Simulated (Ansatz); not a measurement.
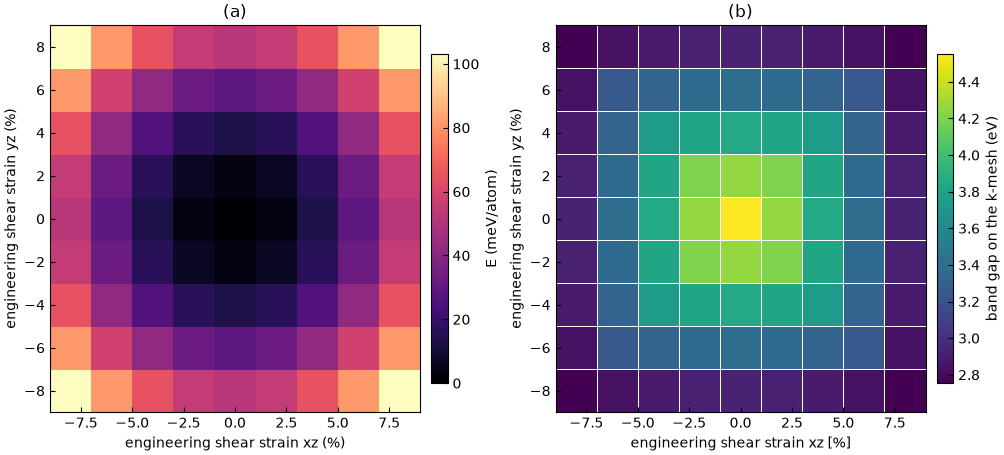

AlN (Fm-3m, No. 225; 2 atoms in the cell). The energy is mapped over two homogeneous strains (x, y and z along the cube axes). First axis: engineering shear strain xz. Second axis: engineering shear strain yz. Nothing is relaxed (symmetry fixes all fractional coordinates). The scan uses a 9 × 9 grid; 15 points were computed and 66 follow by symmetry. Points are written as (first, second). All energies are given in meV/atom relative to the lowest grid point. Method: Ansatz 0.2.0, DFT PBEsol, scalar-relativistic, plane waves, PAW. Settings: cutoff 520 eV, k-mesh 10×10×10, gaussian smearing 0.05 eV, no spin polarisation.

Panel (a) is the energy; panel (b) is the computed band gap on the k-mesh, in eV.

Drawn: one coloured cell a grid point.

Question: How does the band gap on the k-mesh vary over the map, and what is it at the lowest grid point?

Answer: It runs from 2.75 eV at (−8 %, −8 %) to 4.55 eV at (0 %, 0 %). At the lowest grid point, (0 %, 0 %), it is 4.55 eV.

PAW datasets: the set soft_1.
